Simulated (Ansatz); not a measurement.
# Electron scattering at the Σ5 (210) boundary in fcc Al with Mg (substitutional), part 2 of 2

How much does the Σ5 (210) boundary in fcc Al with Mg (substitutional) reflect electrons?

Ansatz 0.2.0; Ansatz plane-wave DFT, PBE, PAW files; relaxation of a bicrystal slab with its lowest layers held; PAW set soft_1 (the session's first sound run).

So far. Step 2 (Relaxing the bicrystal): The largest force component on a free atom ends at 0.030 eV/Å, under the tolerance of 0.03, after 12 steps.

## 3. Transmission across the boundary

This step: Ansatz plane-wave DFT, PBE, PAW files; ballistic transport by layer matching (Landauer), zero bias; boundary relaxed in a short slab, bulk layers laid on; PAW set soft_1 (Ansatz 0.2.0).

System of this step: Σ5 (210) boundary in fcc Al with Mg (substitutional). The cell holds 47 atoms: 46 Al and 1 Mg. Cell: a = 4.958 Å, b = 4.048 Å, c = 50.427 Å, α = 90.0°, β = 90.0°, γ = 65.9°. It derives from Al. Regions: lower grain, 19 atoms (19 Al); boundary, 13 atoms (12 Al and 1 Mg); upper grain, 15 atoms (15 Al). Vacuum lies along c.

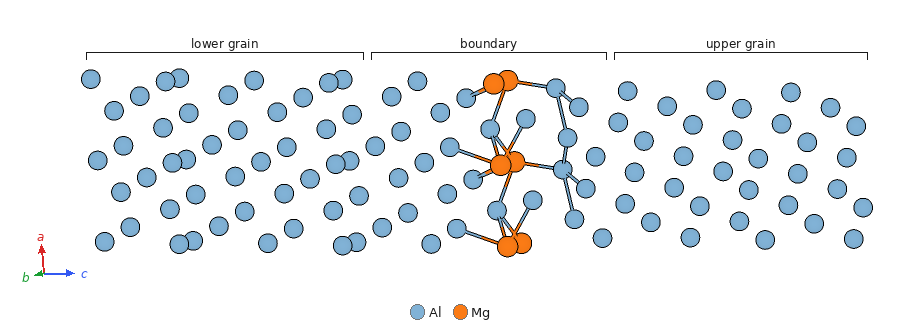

The cell of this step (aluminium light blue, magnesium orange). Bonds to atoms that aren't drawn are left out. 2×1×1 cells are drawn. Some periodic images of atoms are drawn too.

input.yaml

```yaml
crystal:
  lattice:
    - [4.957730497, 0.0, 0.0]
    - [1.6525768323, 3.6952741352, 0.0]
    - [0.0, 0.0, 50.4272143926]
  atoms:
    - { symbol: Al, position: [-15.0, 7.5000000002, 0.0793222479] }
    - { symbol: Al, position: [-14.4, 7.2000000002, 0.0972719526] }
    - { symbol: Al, position: [-13.8, 6.9000000002, 0.1152216574] }
    - { symbol: Al, position: [-13.2, 6.6000000002, 0.1331713621] }
    - { symbol: Al, position: [-12.6, 6.3000000002, 0.1511210668] }
    - { symbol: Al, position: [-12.0, 6.0000000002, 0.1690707716] }
    - { symbol: Al, position: [-11.4, 5.7000000001, 0.1870204763] }
    - { symbol: Al, position: [-10.8, 5.4000000001, 0.204970181] }
    - { symbol: Al, position: [-10.2, 5.1000000001, 0.2229198858] }
    - { symbol: Al, position: [-9.6, 4.8000000001, 0.2408695905] }
    - { symbol: Al, position: [-9.0, 4.5000000001, 0.2588192953] }
    - { symbol: Al, position: [-8.4, 4.2000000001, 0.276769] }
    - { symbol: Al, position: [-7.8, 3.9000000001, 0.2947187047] }
    - { symbol: Al, position: [-7.2, 3.6000000001, 0.3126684095] }
    - { symbol: Al, position: [-6.6, 3.3000000001, 0.3306181142] }
    - { symbol: Al, position: [-6.0, 3.0, 0.3485678189] }
    - { symbol: Al, position: [-5.4, 2.7, 0.3665175237] }
    - { symbol: Al, position: [-4.8, 2.4, 0.3844672284] }
    - { symbol: Al, position: [-4.2, 2.1, 0.4024169332] }
    - { symbol: Al, position: [0.4, 0.8, 0.4203666379] }
    - { symbol: Al, position: [1.008245638, 0.495877181, 0.4383620603] }
    - { symbol: Al, position: [0.6119943402, 0.1940028299, 0.4560108426] }
    - { symbol: Al, position: [0.2164597084, 0.8917701458, 0.4739647273] }
    - { symbol: Al, position: [0.8093668942, 0.5953165529, 0.4919421008] }
    - { symbol: Al, position: [0.4176131266, 0.2911934367, 0.51059111] }
    - { symbol: Mg, position: [0.0051364467, -0.0025682233, 0.529850212] }
    - { symbol: Al, position: [0.5659243796, 0.7170378102, 0.5575690418] }
    - { symbol: Al, position: [-0.0820118748, 1.0410059374, 0.5828422756] }
    - { symbol: Al, position: [0.3207634751, 0.3396182624, 0.5957387692] }
    - { symbol: Al, position: [0.7118864379, 0.644056781, 0.6157925056] }
    - { symbol: Al, position: [0.1172788927, 0.9413605537, 0.6341598271] }
    - { symbol: Al, position: [0.5118548148, 0.2440725926, 0.6514321811] }
    - { symbol: Al, position: [-5.0881451852, 2.5440725926, 0.6693818858] }
    - { symbol: Al, position: [-5.6881451852, 2.8440725926, 0.6873315905] }
    - { symbol: Al, position: [-6.2881451852, 3.1440725926, 0.7052812953] }
    - { symbol: Al, position: [-6.8881451852, 3.4440725926, 0.723231] }
    - { symbol: Al, position: [-7.4881451852, 3.7440725926, 0.7411807047] }
    - { symbol: Al, position: [-8.0881451852, 4.0440725926, 0.7591304095] }
    - { symbol: Al, position: [-8.6881451852, 4.3440725927, 0.7770801142] }
    - { symbol: Al, position: [-9.2881451852, 4.6440725927, 0.795029819] }
    - { symbol: Al, position: [-9.8881451852, 4.9440725927, 0.8129795237] }
    - { symbol: Al, position: [-10.4881451852, 5.2440725927, 0.8309292284] }
    - { symbol: Al, position: [-11.0881451852, 5.5440725927, 0.8488789332] }
    - { symbol: Al, position: [-11.6881451852, 5.8440725927, 0.8668286379] }
    - { symbol: Al, position: [-12.2881451852, 6.1440725927, 0.8847783426] }
    - { symbol: Al, position: [-12.8881451852, 6.4440725927, 0.9027280474] }
    - { symbol: Al, position: [-13.4881451852, 6.7440725927, 0.9206777521] }
kpoints:
  mp_grid: { grid: [7, 7, 1] }
hamiltonian:
  xc: pbe
  pseudopotentials: { kind: paw, azcp: { folder: soft_1 } }
scf:
  occupations: { method: fermi_dirac, width: 0.1 }
output:
  transmission:
    leads: [[10, 11], [38, 39]]
    kmesh: [18, 18]
    e_range: [-0.1, 0.1]
    de: 0.05
  write_potential: true
  write_density: true
  volumetric_format: npy
  elf: true
```

Command:

```sh
$ ansatz run input.yaml --threads 4 --pin off --max-ram 15360MiB --backend cpu --events-out ev --progress --plain --runs-dir out
```

Numbers of over 12 decimals in the logs are rounded to 6 here.

The program printed:

```text
[...]
Crystal: 47 atoms, lattice volume = 923.835 Å³
Basis set: ecut = 420 eV, 18113 PW (Γ)
Bands: 121, of which v1, the nominal top of the filled ones, is band 74 counted from 1 (73 counted from 0)
Symmetry: 2 space group operations
[...]
k-points: 16 of 49 (time reversal used)
[...]
SCF iter   1: F=—  HF=-26649.936760 eV  |F-HF|=—  |Δ(HF+E_count)|=         —  Δρ=2.26e-2  dr2=6.61e1  ethr=3.10e-3  ⟨swp⟩=7.6  Hψ=10343  notcnv=0  defer=86
[...]
SCF iter   9: F=-26646.256443 eV  HF=-26646.256443 eV  |F-HF|=2.37e-8  |Δ(HF+E_count)|=  5.17e-10  Δρ=4.29e-7  dr2=2.61e-8  ethr=6.76e-11  ⟨swp⟩=2.2  Hψ=3282  notcnv=0
SCF 1 converged in 9 iterations: F = -26646.256443 eV  dr2 = 2.61e-8
[...]
transmission: 350 of 3458 steps passed
transmission: 692 of 3458 steps passed
[...]
transmission: 3458 of 3458 steps passed
WARN: The output density's exchange-correlation potential varies sharply where the density is thin. Do not read a vacuum level from v_tot or v_xc, or from such a field of the output density. On a cell that repeats whose density bears no net charge and no dipole along the vacuum's axis use v_es (v_loc + v_h of the components); under efield.dipole_correction with no amplitude use v_es + v_field, which holds any externa [...]
SCF converged after 9 iterations
Free energy (F): -26646.256443 eV
[...]
Internal energy: -26645.647387 eV  (E = F + TS)
E sigma→0 (E₀):  -26645.951915 eV
Entropy (-TS):   -0.609056 eV (-12.959 meV/atom)
Fermi energy:    6.039443 eV
[...]
--- Band table (eV; the first three rows and the last of 16) ---
  k-point 0: bands = [... 70 lower, 6.0677, 6.1359, 6.1609, 6.2583, 6.2724, 6.2784, 6.2866, 6.3030, ... 43 higher]
  k-point 1: bands = [... 70 lower, 5.2470, 5.4813, 5.5403, 5.5822, 5.6813, 5.7806, 5.8436, 5.9320, ... 43 higher]
  k-point 2: bands = [... 70 lower, 5.1229, 5.1590, 5.2835, 5.3109, 5.4809, 5.5561, 5.7122, 5.7841, ... 43 higher]
  k-point 15: bands = [... 70 lower, 6.8633, 7.0242, 7.0483, 7.1453, 7.3231, 7.3662, 7.4977, 7.7367, ... 43 higher]
--- Transmission ---
  basis      : 161 plane waves across, 38 finite elements along
  points     : 91, standing for a mesh of 18 x 18
  energies   : 5 from -0.100000 to 0.100000 eV about the Fermi level, 0.050000 eV apart; the leads are filled to 0.000000 eV, and channels, transmission and decay are at 0.000000 eV
  crystal 0  : Al3, at the sites [10, 11], period 2.7155 Å, over 18.10 Å; its Hamiltonian steps by up to 32.8 meV: too much for a lead, lay more layers or, if its atoms are ordered, name the step of that order
    offset         : up to 0.0000 Å between an atom of the period and one for which it stands
    channels       : 3.552469e0 a spin
    conductance    : none, the energies end too early or step too widely for 300 K: set another output.transmission.e_range or a lower de, or, where they end at an eighth of basis.ecutwfc, a higher one
[...]
channels       : 3.552469e0 a spin
[...]
junction   : crystal 0 to crystal 1, 12.84 to 37.17 Å
    transmission   : 1.899481e0 a spin
[...]
```

It took 8.4 min on 4 threads of Arm Neoverse V1, shared host; peak memory 3.5 GiB; 28 min of CPU time.

Numbers from this step:

| Item | Value |
| --- | --- |
| free energy | -26646.2564 eV |
| energy at zero smearing | -26645.9519 eV |
| Fermi energy | 6.039 eV |
| cell area | 18.32 Å² |
| transmission per spin nearest the Fermi level | 1.899 |
| open channels per spin nearest the Fermi level | 3.552 |
| open channels per spin, upper lead | 3.552 |
| step of the lead's potential | 32.8 meV |
| step of the upper lead's potential | 33.6 meV |

Per spin. Table of transmission, zone mean by energy, zero at the Fermi level:

```tsv
energy (eV)	transmission, zone mean
-0.1000	1.83
-0.0500	1.86
0.0000	1.90
0.0500	1.94
0.1000	1.97
```

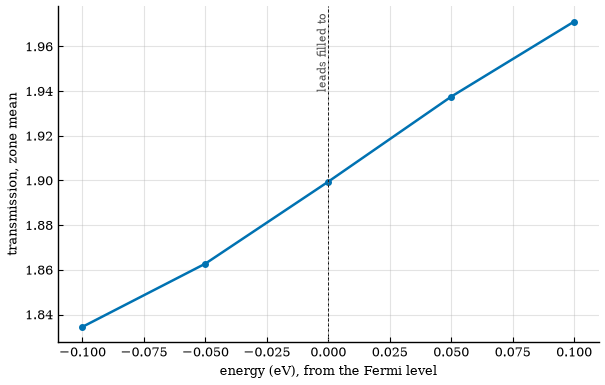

Transmission, zone mean against energy.

Per spin. The open channels, zone mean, lead = upper lead by energy, zero at the Fermi level:

```tsv
energy (eV)	open channels, zone mean, lead = upper lead
-0.1000	3.44
-0.0500	3.51
0.0000	3.55
0.0500	3.62
0.1000	3.65
```

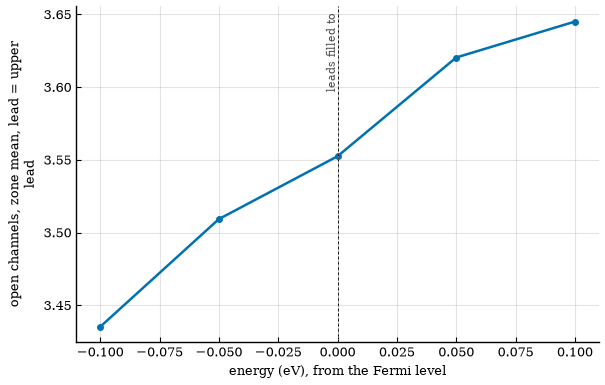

Open channels, zone mean, lead = upper lead against energy.

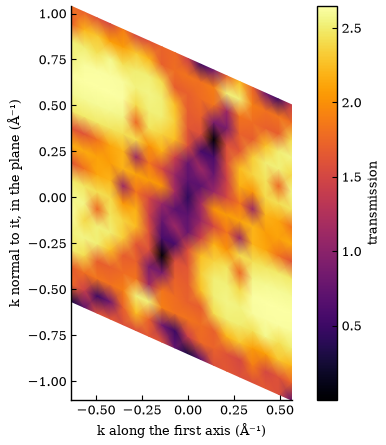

Transmission over k1 and k2. At 0.0000 eV from the Fermi level.

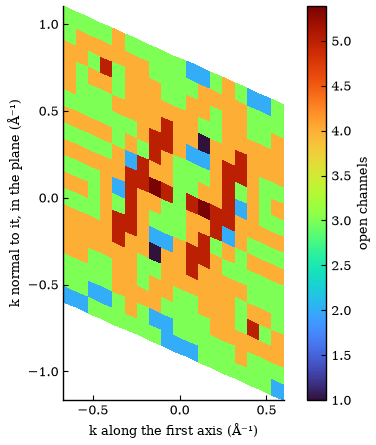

Open channels over k1 and k2. At 0.0000 eV from the Fermi level.

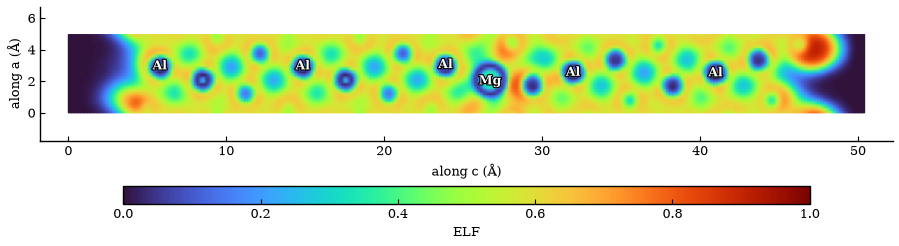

ELF in the ca plane at fractional y = 0.944, with atoms of Al and Mg within 0.2 Å of it. It is the smooth field of the valence electrons, not physical close to the nuclei. The map starts off the cell's origin, so that atoms lie inside it.

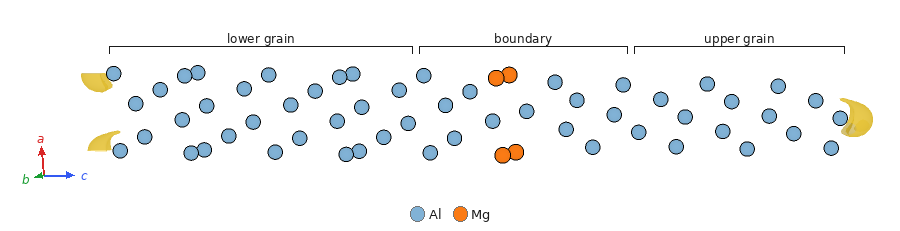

Surface of ELF = 0.85.

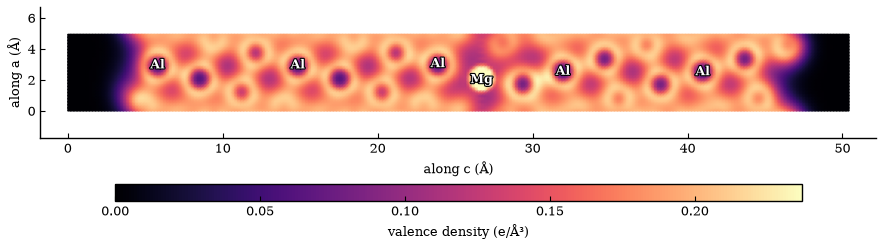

Valence density in the ca plane at fractional y = 0.944, with atoms of Al and Mg within 0.2 Å of it. It is the smooth field of the valence electrons, not physical close to the nuclei. The map starts off the cell's origin, so that atoms lie inside it.

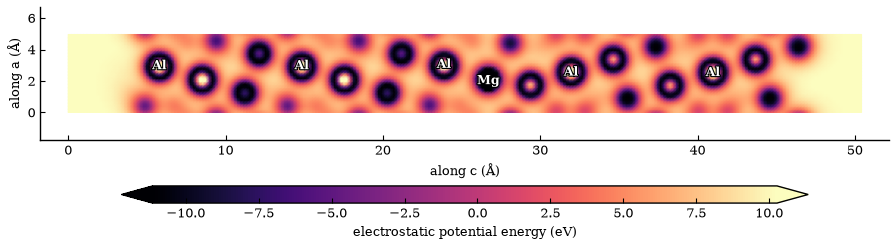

Electrostatic potential energy in the ca plane at fractional y = 0.944, with atoms of Al and Mg within 0.2 Å of it. With pseudopotentials it is smooth inside the atoms' cores, unlike the true potential. The map starts off the cell's origin, so that atoms lie inside it.

Over the solved energies the transmission per spin lies between 1.83 and 1.97, out of 3.55 channels of the lead on average (up to 3.65). The log calls the step of a lead's potential too much.

## 4. Specific resistance

This step: Ansatz plane-wave DFT, PBE, PAW files; ballistic transport by layer matching (Landauer), zero bias; specific resistance of the boundary; PAW set soft_1 (Ansatz 0.2.0).

This step gave:

```yaml
area_resistance: 0.5782 fΩ m²
t_over_the_leads_mean_channel_count: 0.5351
```

Averaged over the energies near the Fermi level, 53.5 % of the channels pass, which makes 0.578 fΩ m².

By hand, with T and the leads' channels N averaged over the energies near the Fermi level: RA = A (h/2e²)(1/T − ½[1/N₁ + 1/N₂]) = 18.32×10⁻²⁰ m² × 12 906 Ω × (1/1.901 − ½[1/3.552 + 1/3.552]) = 0.578 fΩ m².

## 5. What came out

```yaml
specific_resistance_of_the_boundary: 0.578 fΩ m²
share_of_channels_that_pass: 0.535
```

The boundary has a specific resistance of 0.58 fΩ m². The boundary reflects 46 % of the channels; 0.58 fΩ m² is 5.8×10⁻¹² Ω·cm². That equals the resistance of 21 nm of bulk Al at 300 K (measured 2.733 µΩ cm, CRC Handbook of Chemistry and Physics, 84th ed., 2003, Electrical Resistivity of Pure Metals). One Mg in 18.3 Å² of boundary is a high coverage. In the relaxation the upper grain slid sideways by about 1.4 Å, so the result belongs to the position that it found, not to the starting one. Each plane of this narrow cell holds one atom, so the solute fills a whole plane. One starting structure was relaxed; another shift or atom count at the boundary may lie lower. A lead's potential steps by up to 34 meV from period to period, which the log calls too much, so longer leads could move the result.

[Logs are printed without paths, hosts, clocks, repeated set-up lines and the standing remarks that a program may print on its own settings, such as how far it seeks lower states.]

[Hosts, paths, dates, database ids (printed as entryN), source tags and the programs' standing remarks are cut or masked in the printed files.]
